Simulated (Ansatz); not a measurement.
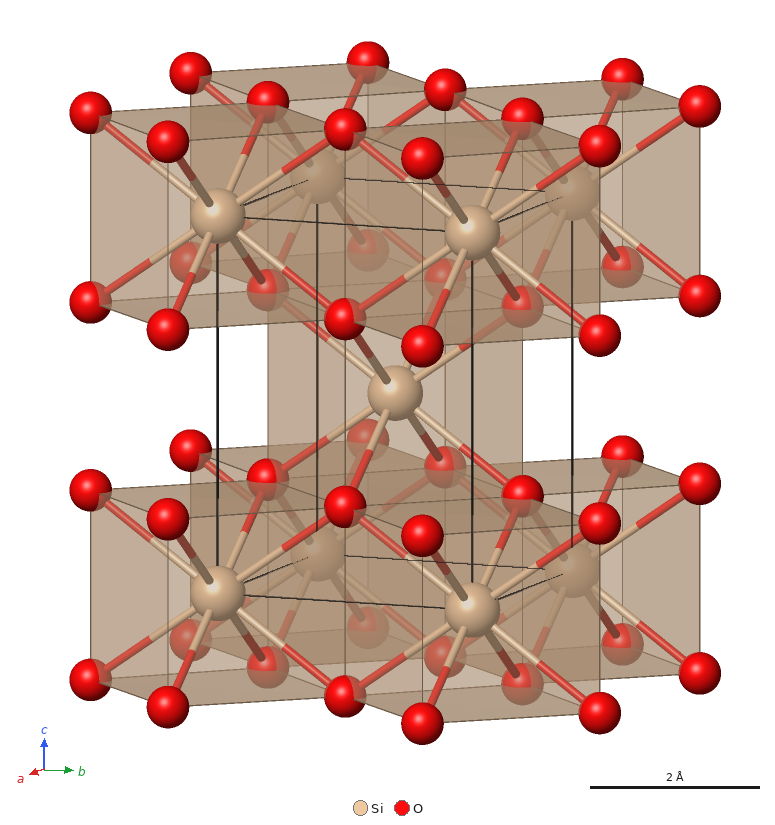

The figure gives a polyhedral picture of the atoms, viewed slightly off an axis. The conventional unit cell is outlined; an atom on or near a face, edge or corner is repeated at each equivalent position. Some atoms of the next cells are drawn as well.

SiO₂, space group Immm (No. 71), a = 3.151 Å, b = 3.253 Å, c = 4.528 Å, α = 90.00°, β = 90.00°, γ = 90.00°. The cell started as a structure type filled with these elements by a generator (whether the compound takes this form wasn't checked). The cell was then strained or its atoms displaced on purpose. Ansatz was used for an electronic-structure calculation on it.

This one geometry was computed with Ansatz (DFT, plane waves, PAW) at three levels of theory: PBE, r2SCAN and HSE06. It was relaxed with r2SCAN and then strained.

> Which level gives the highest pressure at this volume, and what does that say about its equilibrium volume?

Highest: PBE (10.2 GPa), which points to the largest equilibrium volume. Lowest, with the smallest volume: HSE06 (-3.9 GPa). Levels within 0.5 GPa of each other can't be told apart.

> How does the band gap change with the level of theory?

PBE: a gap of 2.11 eV, direct; r2SCAN: a gap of 2.74 eV, direct; HSE06: a gap of 3.62 eV, direct.

> Collect the results in a table.

| level | cutoff (eV) | k-mesh of the run's cell | gap (eV) | pressure (GPa) |
| --- | --- | --- | --- | --- |
| PBE | 420 | 10×10×10 | 2.11 | 10.2 |
| r2SCAN | 500 | 10×10×10 | 2.74 | 0.3 |
| HSE06 | 420 | 6×6×6 | 3.62 | -3.9 |

Gaps are taken on the k-mesh or band path of each run.
